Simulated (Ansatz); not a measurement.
Al$_{25}$N$_{24}$ (cell charge +1, with a compensating background) (cell with a defect)

Input file:

```
crystal:
  lattice:
    - [6.2604168406, 0.0, -5.0180433216]
    - [-3.1302084203, -5.4216800222, -5.0180433216]
    - [-3.1302084203, 5.4216800222, -5.0180433216]
  atoms:
    - { symbol: Al, position: [0.1739264444, 0.3410361851, 0.0055145882] }
    - { symbol: Al, position: [0.3343490111, 0.5003500323, 0.6668866977] }
    - { symbol: Al, position: [0.0055145882, 0.1739264444, 0.3410361851] }
    - { symbol: Al, position: [0.8355663004, 0.4985817434, 0.1695065246] }
    - { symbol: Al, position: [0.4985817434, 0.1695065246, 0.8355663004] }
    - { symbol: Al, position: [0.6668866977, 0.3343490111, 0.5003500323] }
    - { symbol: Al, position: [0.3410361851, 0.0055145882, 0.1739264444] }
    - { symbol: Al, position: [-0.0017639152, 0.6394405894, 0.8191122387] }
    - { symbol: Al, position: [0.1695065246, 0.8355663004, 0.4985817434] }
    - { symbol: Al, position: [0.6394405894, 0.8191122387, -0.0017639152] }
    - { symbol: Al, position: [0.8191122387, -0.0017639152, 0.6394405894] }
    - { symbol: Al, position: [0.5003500323, 0.6668866977, 0.3343490111] }
    - { symbol: Al, position: [0.8528536946, 0.1701054053, 0.0107015631] }
    - { symbol: Al, position: [0.0027415975, 0.3294156685, 0.6653348769] }
    - { symbol: Al, position: [0.6653348769, 0.0027415975, 0.3294156685] }
    - { symbol: Al, position: [0.5053645326, 0.3350653369, 0.1686291125] }
    - { symbol: Al, position: [0.1701054053, 0.0107015631, 0.8528536946] }
    - { symbol: Al, position: [0.3350653369, 0.1686291125, 0.5053645326] }
    - { symbol: Al, position: [0.0107015631, 0.8528536946, 0.1701054053] }
    - { symbol: Al, position: [0.6666493121, 0.4941554311, 0.831966249] }
    - { symbol: Al, position: [0.831966249, 0.6666493121, 0.4941554311] }
    - { symbol: Al, position: [0.3294156685, 0.6653348769, 0.0027415975] }
    - { symbol: Al, position: [0.4941554311, 0.831966249, 0.6666493121] }
    - { symbol: Al, position: [0.1686291125, 0.5053645326, 0.3350653369] }
    - { symbol: "N", position: [0.0509965499, 0.2281181504, 0.8730494504] }
    - { symbol: "N", position: [0.2067283494, 0.3748536872, 0.5388907091] }
    - { symbol: "N", position: [0.8730494504, 0.0509965499, 0.2281181504] }
    - { symbol: "N", position: [0.7109768321, 0.3730125008, 0.040078033] }
    - { symbol: "N", position: [0.3730125008, 0.040078033, 0.7109768321] }
    - { symbol: "N", position: [0.5388907091, 0.2067283494, 0.3748536872] }
    - { symbol: "N", position: [0.2281181504, 0.8730494504, 0.0509965499] }
    - { symbol: "N", position: [0.8676101406, 0.529520986, 0.6946467423] }
    - { symbol: "N", position: [0.040078033, 0.7109768321, 0.3730125008] }
    - { symbol: "N", position: [0.529520986, 0.6946467423, 0.8676101406] }
    - { symbol: "N", position: [0.6946467423, 0.8676101406, 0.529520986] }
    - { symbol: "N", position: [0.3748536872, 0.5388907091, 0.2067283494] }
    - { symbol: "N", position: [0.043039545, 0.3769422589, 0.2097282016] }
    - { symbol: "N", position: [0.2073170179, 0.5426854708, 0.8722080546] }
    - { symbol: "N", position: [0.8722080546, 0.2073170179, 0.5426854708] }
    - { symbol: "N", position: [0.7050217671, 0.5380836557, 0.3712858254] }
    - { symbol: "N", position: [0.3769422589, 0.2097282016, 0.043039545] }
    - { symbol: "N", position: [0.5380836557, 0.3712858254, 0.7050217671] }
    - { symbol: "N", position: [0.2097282016, 0.043039545, 0.3769422589] }
    - { symbol: "N", position: [0.873287894, 0.7021226272, 0.042894332] }
    - { symbol: "N", position: [0.042894332, 0.873287894, 0.7021226272] }
    - { symbol: "N", position: [0.5426854708, 0.8722080546, 0.2073170179] }
    - { symbol: "N", position: [0.7021226272, 0.042894332, 0.873287894] }
    - { symbol: "N", position: [0.3712858254, 0.7050217671, 0.5380836557] }
    - { symbol: Al, position: [0.9019675542, 0.9019675542, 0.9019675542] }
  host:
    lattice:
      - [3.1302084203, 0.0, 0.0]
      - [-1.5651042101, 2.7108400111, 0.0]
      - [0.0, 0.0, 5.0180433216]
    atoms:
      - { symbol: Al, position: [0.6666666667, 0.3333333333, 0.4992342258] }
      - { symbol: Al, position: [0.3333333333, 0.6666666667, 0.9992342258] }
      - { symbol: "N", position: [0.6666666667, 0.3333333333, 0.8807657742] }
      - { symbol: "N", position: [0.3333333333, 0.6666666667, 0.3807657742] }
total_charge: 1
basis:
  ecutwfc: 420
  xc_grid: 2
kpoints:
  mp_grid: { grid: [2, 2, 2], shift: [0.5, 0.5, 0.5] }
hamiltonian:
  xc: pbe
scf:
  occupations: { method: gaussian, width: 0.01 }
output:
  forces: true
  stress: false
  eigenvalues: true
  charged_corrections:
    defect_position: [0.93055556, 0.93055556, 0.93055556]
    epsilon: [[8.2944, 0.0, 0.0], [0.0, 8.2944, 0.0], [0.0, 0.0, 9.8365]]
  write_density: true
  write_potential: true
  elf: true
  volumetric_format: npy
relax:
  adjacent_minimum: "off"
  f_tol: 0.025
  max_steps: 45
```

Command:

```sh
ansatz run input.yaml --threads 4 --pin off --max-ram 10240MiB --backend cpu --events-out ev --progress --plain --runs-dir out
```

The fields are those of the run's last geometry, not of the input's.

Method: DFT PBE, scalar-relativistic, plane waves, PAW in Ansatz 0.2.0.

In a PAW calculation such maps are meaningful between the atoms, not at the nuclei.

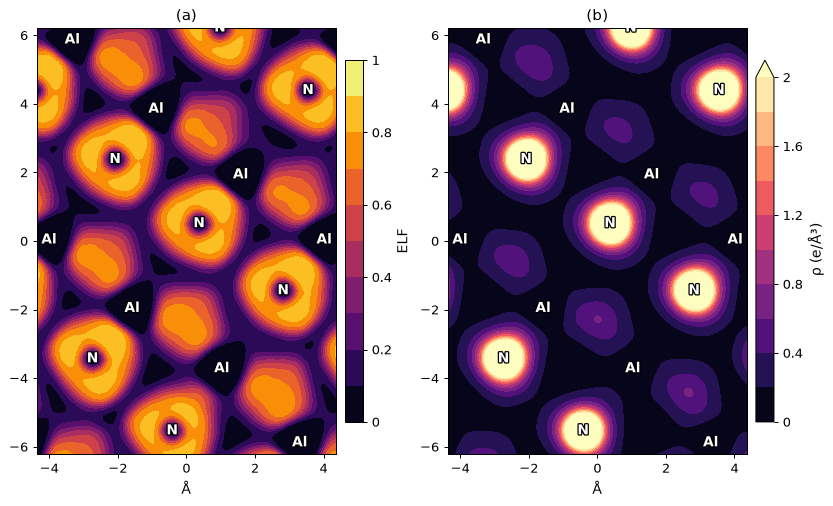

Figure 1. (a) ELF; (b) valence charge density (pseudo) on the (101̄) plane of the calculation cell.

Interpret the plot.

Answer. The plane passes through Al and N nuclei. Atoms just off the plane (Al, 0.8 Å away and N, 0.9 Å away) can leave unmarked features too. Al–N (1.88 Å): ρ is about 0.69 e/Å³ halfway; the ELF peaks at about 0.90 between the atoms: a shared but strongly polarised pair. Between the atoms the lowest density in this plane is 0.06 e/Å³.

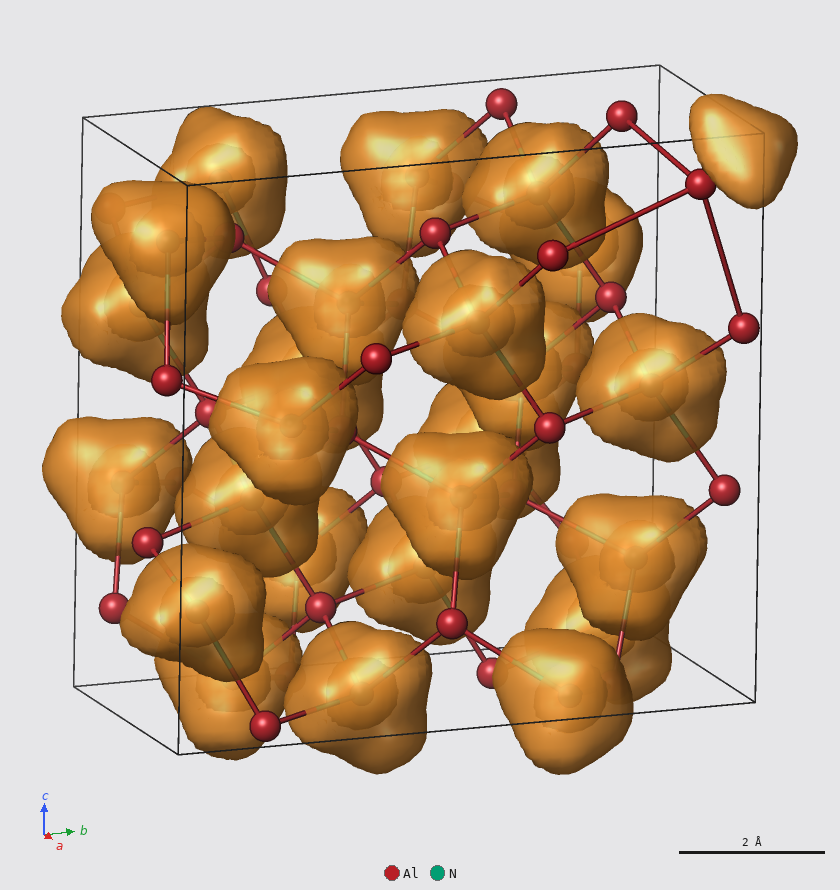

Figure 2. Isosurface of the electron localisation function at 0.75 (orange), seen slightly off an axis. Only the valence region is drawn (cores and ρ < 0.01 e/Å³ removed). Sticks mark near contacts.

Identify the bonds, lone pairs and shells in this picture.

Answer. The surface consists of 24 regions on N in which the atom's valence shell and bonds are merged and one pocket between the atoms, centred on no nucleus (multi-centre or interstitial), counted in one cell of 49 atoms. Regions shared between cells count once. Along the contacts the grid gives the following. Al–N (1.83 Å): the ELF peaks at about 0.90 in the valence shell of N, 0.8 Å from its nucleus, and is about 0.85 at the midpoint. Al–Al (2.38 Å): the ELF peaks at about 0.80 between the atoms.

Does the calculation make it a metal, or give it a gap?

Answer. It is gapped, with a Kohn–Sham gap of 1.8 eV on the k-point mesh (the band edges may lie off the mesh, which would make the gap smaller).
